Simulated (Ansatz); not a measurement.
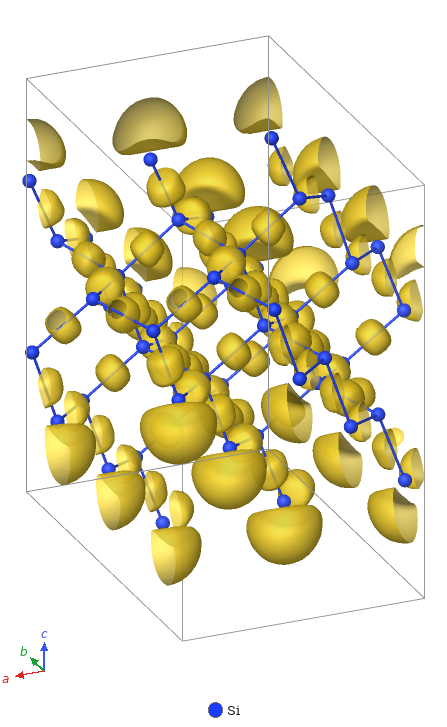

*Si (slab). Isosurface of the ELF at 0.85 (yellow), seen at an oblique angle. Core shells and regions of very low density are left out. Sticks mark near contacts.*

Not relaxed (largest force 0.9 eV/Å).

These are results of DFT PBE, scalar-relativistic, plane waves, PAW (Ansatz 0.2.0), not measurements.

```
Si
1.0
     3.86771    0.00000    0.00000
     0.00000   11.60312    0.00000
     0.00000    0.00000   30.58390
Si
18
Direct
  0.00000 0.12578 0.24413
  0.00000 0.47285 0.24588
  0.00000 0.80072 0.24463
  0.00000 0.96275 0.29200
  0.00000 0.29775 0.28617
  0.00000 0.63919 0.29204
  0.50000 0.96122 0.33719
  0.50000 0.29852 0.33049
  0.50000 0.64061 0.33713
  0.50000 0.80110 0.38648
  0.50000 0.13531 0.37641
  0.50000 0.46433 0.37462
  0.00000 0.80076 0.43455
  0.00000 0.13232 0.42175
  0.00000 0.46374 0.41934
  0.00000 0.61744 0.46648
  0.00000 0.98028 0.46975
  0.00000 0.30025 0.46218
```

### Where are the electrons localised?

The surface consists of 30 regions between bonded Si–Si atoms and six lobes on Si, pointing away from the bonds (lone pairs), counted in one cell of 18 atoms. Counts are for one cell; the picture repeats the cell along the surface. Along the contacts the grid gives the following. Si–Si (2.29 Å): the ELF peaks at about 0.95 between the atoms. Si–Si (2.34 Å): the ELF peaks at about 0.95 between the atoms.
